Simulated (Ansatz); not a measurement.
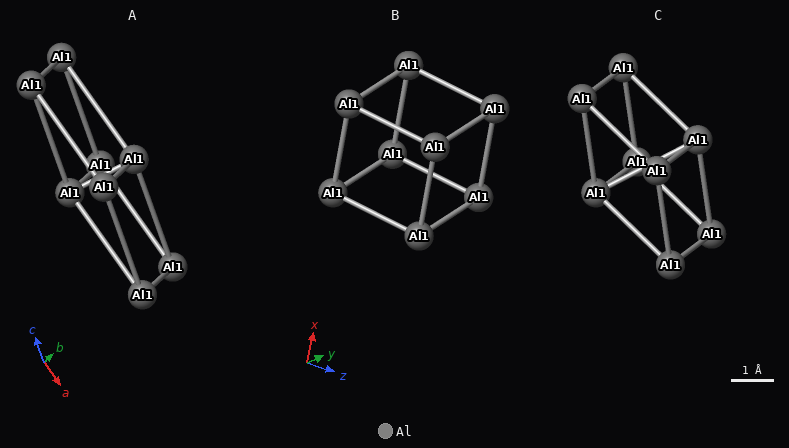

Energy scan for solid Al (Im-3m), in which the ratio of the cell's length along [111] to its lengths across, counted as 1 for the reference, is changed at fixed volume (a trigonal path), with the atoms kept at their fractional coordinates. x, y and z are the Cartesian axes of the input. Style: ball-and-stick. Shown: the cell of the calculation, slightly off an axis.

Computed with DFT PBEsol, scalar-relativistic, plane waves, PAW (Ansatz). Settings: plane-wave cutoff 420 eV; k-point mesh 28 × 28 × 28; occupations gaussian; smearing width 0.15 eV; no spin polarisation. Energies (free energies at the smearing named) are counted from the relaxed crystal.

Order these geometries by energy, lowest first.

Lowest first: C (the relative ratio 1.00, 0 meV/atom), B (the relative ratio 2.00, 432 meV/atom), A (the relative ratio 0.50, 5256 meV/atom). Over the whole scan: the lowest computed point lies at the relative ratio 1.00 (0 meV/atom). The end points stand at 5256 meV/atom (0.50) and 432 meV/atom (2.00). The distortion takes the space group from Im-3m to R-3m, except for Pm-3m at 2.00. At the relative ratio 2.00 the cell of the drawing goes a 2.782 → 2.550 Å, b 2.782 → 2.550 Å, c 2.782 → 2.550 Å, α 109.5° → 90.0°, β 109.5° → 90.0°, γ 109.5° → 90.0°.
